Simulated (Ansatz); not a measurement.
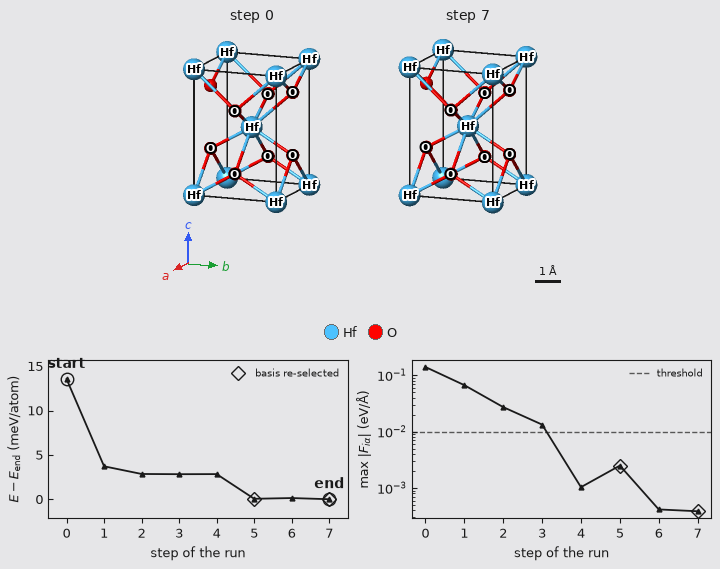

First and last geometry of a relaxation of a crystal of HfO$_{2}$ (set up in P4_2/nmc), with the history of the run. Style: ball-and-stick. Shown: the cell of the calculation, slightly off an axis.

The run lets cell and atoms move.

Theory: Ansatz, Kohn-Sham DFT of a periodic cell, PBE, Ansatz PAW.

Input
```yaml
crystal:
  lattice:
    - [3.55801933, 0.0, 0.0]
    - [0.0, 3.55801933, 0.0]
    - [0.0, 0.0, 5.17186121]
  atoms:
    - { symbol: Hf, position: [0.0, 0.0, 0.0] }
    - { symbol: Hf, position: [0.5, 0.5, 0.5] }
    - { symbol: O, position: [0.0, 0.5, 0.19720788] }
    - { symbol: O, position: [0.5, 0.0, 0.30279212] }
    - { symbol: O, position: [0.5, 0.0, 0.80279212] }
    - { symbol: O, position: [0.0, 0.5, 0.69720788] }
hamiltonian:
  xc: pbe
  pseudopotentials: { kind: paw }
kpoints:
  mp_grid: { grid: [8, 8, 5] }
scf:
  occupations: { method: fermi_dirac, width: 0.05 }
output:
  forces: true
  stress: true
  eigenvalues: true
relax:
  f_tol: 0.01
  max_steps: 40
  cell: { stress_tol: 0.05 }
```

Command:
```bash
ansatz run input.yaml --threads 2 --pin off --max-ram 5632MiB --backend cpu --events-out ev --progress --plain --runs-dir out
```

**What do the curves and the structures tell?**

It converged. The energy falls by 13.6 meV per atom in 5 accepted moves (7 points after the start). Largest force component: 0.14 eV/Å at the start, 0.00039 eV/Å at the end. The pressure goes from 10.01 to 0.03 GPa. At 2 points the geometry stayed and the basis and grid were re-selected for the new cell (energy shift of 2.8 meV per atom at most each time). The largest moves relative to the cell, 0.021 Å, are those of O atoms. Hf stays in place. The volume changes by +4.4 %, with a = b 3.558 → 3.604 Å (+1.3 %), c 5.172 → 5.264 Å (+1.8 %). Some distances before and after: Hf–O 2.370 → 2.419 Å, Hf–O 2.051 → 2.070 Å. The space group stays P4_2/nmc (No. 137).

```
step  E − E(0), meV/atom  largest force component, eV/Å  pressure, GPa  volume, Å³/atom                      note
   0                0.00                         0.1402          10.01           10.912                          
   1               -9.84                         0.0668          -1.84           11.439                          
   2              -10.71                         0.0272          -0.16           11.362                          
   3              -10.73                         0.0133           0.02           11.367                          
   4              -10.72                         0.0010           0.01           11.372                          
   5              -13.51                         0.0025           0.41           11.372  same geometry, new basis
   6              -13.42                         0.0004           0.02           11.397                          
   7              -13.56                         0.0004           0.03           11.397  same geometry, new basis
```
